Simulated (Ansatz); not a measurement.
```cif
data_structure
_symmetry_space_group_name_H-M 'P 1'
_symmetry_Int_Tables_number 1
_cell_length_a 3.9459
_cell_length_b 3.9459
_cell_length_c 3.8839
_cell_angle_alpha 90.000
_cell_angle_beta 90.000
_cell_angle_gamma 90.000
_cell_volume 60.47
loop_
_atom_site_label
_atom_site_type_symbol
_atom_site_fract_x
_atom_site_fract_y
_atom_site_fract_z
_atom_site_occupancy
Sr1 Sr 0.00000 0.00000 0.00000 1
Ti1 Ti 0.50000 0.50000 0.50000 1
O1 O 0.50000 0.50000 0.00000 1
O2 O 0.50000 0.00000 0.50000 1
O3 O 0.00000 0.50000 0.50000 1
```

Space group P4/mmm; started from the cubic perovskite prototype, which need not be the ambient phase; changed on purpose from its base cell (epitaxial xy strain +1.0%); computed pressure about −2 GPa in this cell.

These are results of DFT, r2SCAN with spin-orbit coupling, plane waves, PAW in Ansatz 0.2.0, not measurements.

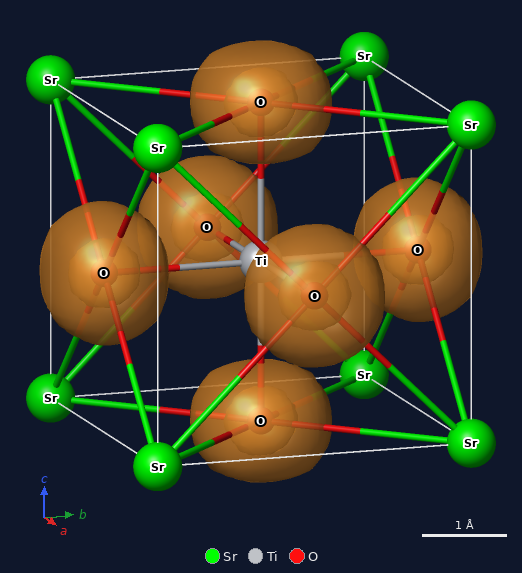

SrTiO3. Isosurface of the ELF at 0.75 (orange), seen slightly off an axis. Only the valence region is drawn (cores and ρ < 0.01 e/Å³ removed). Sticks mark near contacts.

Identify the bonds, lone pairs and shells in this picture.

Answer. The surface consists of three regions wrapped around O (the valence shell of each), counted in one cell of 5 atoms. Regions shared between cells count once. Along the contacts the grid gives the following. Ti–O (1.94 Å): the ELF peaks at about 0.85 in the valence shell of O, 0.6 Å from its nucleus, and is about 0.20 at the midpoint (no shared electron pair shows on this line). Sr–O (2.77 Å): the ELF is about 0.05 at the midpoint; a largely ionic contact.
